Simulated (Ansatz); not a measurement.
CoSi2

Input file:

```
crystal:
  lattice:
    - [3.8492742244, 2.6807e-06, 0.0059788128]
    - [-1.9246347906, 3.3335706049, -0.0059788128]
    - [-1.920004955, 1.1085153776, 3.0173031139]
  atoms:
    - { symbol: Co, position: [0.0, 0.0, 0.0] }
    - { symbol: Si, position: [0.7458816676, 0.2541183324, 0.2394197014] }
    - { symbol: Si, position: [0.2541183324, 0.7458816676, 0.7605802986] }
basis:
  ecutwfc: 500
kpoints:
  mp_grid: { grid: [9, 9, 12] }
hamiltonian:
  xc: r2scan
scf:
  occupations: { method: gaussian, width: 0.1 }
output:
  forces: true
  stress: true
  eigenvalues: true
  write_density: true
  write_potential: true
  elf: true
  volumetric_format: npy
```

Run with:

```sh
ansatz run input.yaml --threads 8 --pin off --max-ram 20480MiB --backend cpu --events-out ev --progress --plain --runs-dir out
```

Below, planes, directions and counts refer to the conventional cell (a = 3.85 Å, b = 3.85 Å, c = 9.06 Å, α = 90.18°, β = 89.82°, γ = 120.00°).

Space group R-3m; a structure from a database of computed crystals, not necessarily the ambient phase; changed on purpose from its base cell (band edges of the strained film's bulk); computed pressure about −6 GPa in this cell; computed without spin polarisation.

The calculation used DFT r2SCAN, scalar-relativistic, plane waves, PAW in Ansatz 0.2.0.

In a PAW calculation such maps are meaningful between the atoms, not at the nuclei.

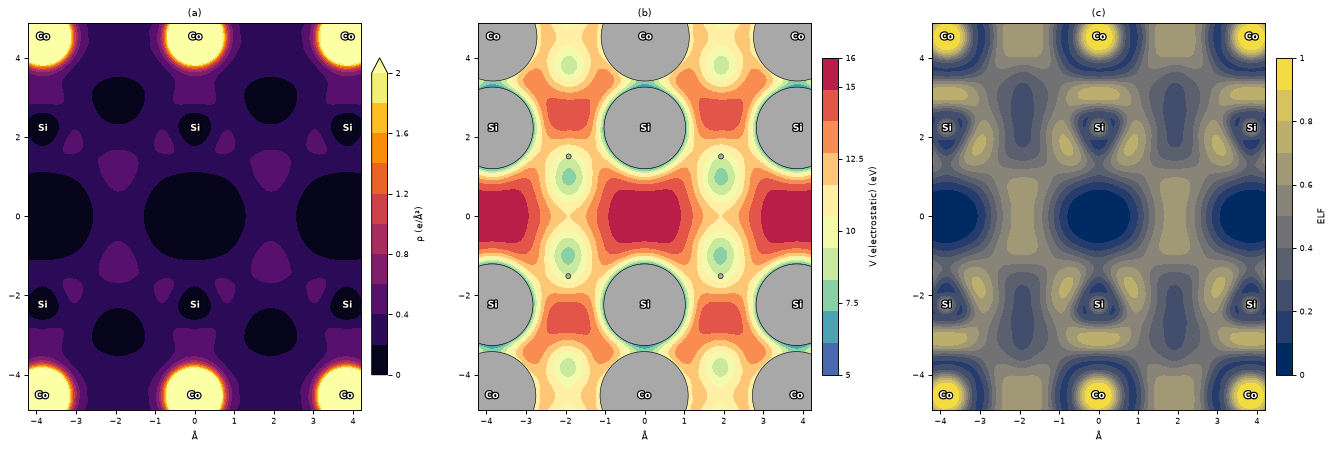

Figure 1. (a) valence electron density; (b) electrostatic potential energy of an electron; (c) electron localisation function on the (010) plane of the conventional cell. Grey discs cover the atomic cores in the potential map.

> What does the map show?

Atoms in the plane: Co and Si. Co–Si (2.30 Å): ρ at the midpoint is about 0.51 e/Å³; the ELF peaks at about 0.75 in the valence shell of Si, 0.9 Å from its nucleus, and is about 0.55 at the midpoint. Between the atoms the lowest density in this plane is 0.03 e/Å³. The features right at Co lie inside the PAW spheres, where the map follows smoothed inner orbitals and isn't to be read closely. Outside the cores the potential energy rises away from the atoms and is highest about 2.2 Å from the nearest atoms; its zero is arbitrary.

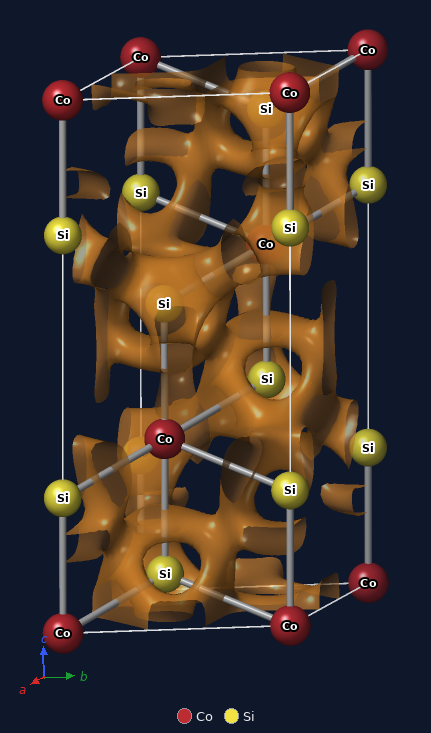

Figure 2. Isosurface of the electron localisation function at 0.6 (orange), seen slightly off an axis. Only the valence region is drawn (cores and ρ < 0.01 e/Å³ removed). Sticks mark near contacts.

> Identify the bonds, lone pairs and shells in this picture.

The ELF exceeds this value in one network that runs through the whole crystal, counted in one cell of 9 atoms. Any copies at cell faces, edges or corners count once. Along the contacts the grid gives the following. Co–Si (2.34 Å): the ELF peaks at about 0.75 in the valence shell of Si, 0.9 Å from its nucleus, and is about 0.50 at the midpoint.

> Does the calculation make it a metal, or give it a gap?

It is metallic or semimetallic at this level of theory: no gap opens.
